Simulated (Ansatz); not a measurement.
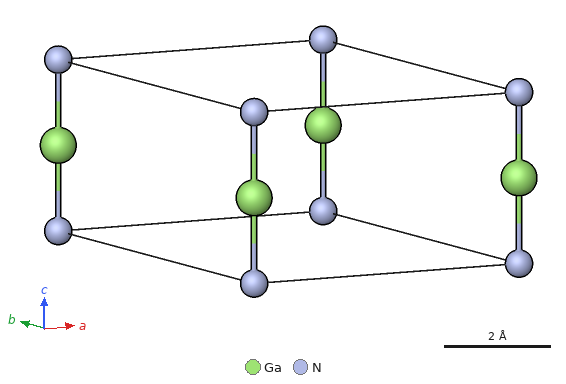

Ball-and-stick drawing of the structure, looking from a general direction. One conventional unit cell is outlined, and atoms on its boundary appear in each equivalent place.

GaN, space group P6/mmm (No. 191), a = 5.23 Å, b = 5.23 Å, c = 3.39 Å, α = 90.00°, β = 90.00°, γ = 120.00°.

The numbers come from Ansatz 0.2.0, DFT PBE, scalar-relativistic, plane waves, PAW, using a basis cut at 420 eV, the zone sampled with 24×24×14 points, Gaussian smearing of 0.1 eV, no spin polarisation.

**Metal or not?**

A semiconductor at this level, with a gap of 1.17 eV on the k-mesh (the true edges may lie between mesh points, so the gap can be somewhat smaller).

The structure comes from a random cell made by a generator, so it need not be a real form of the compound. A relaxation with DFT PBE, scalar-relativistic, plane waves, PAW (Ansatz 0.2.0) gave the geometry drawn.
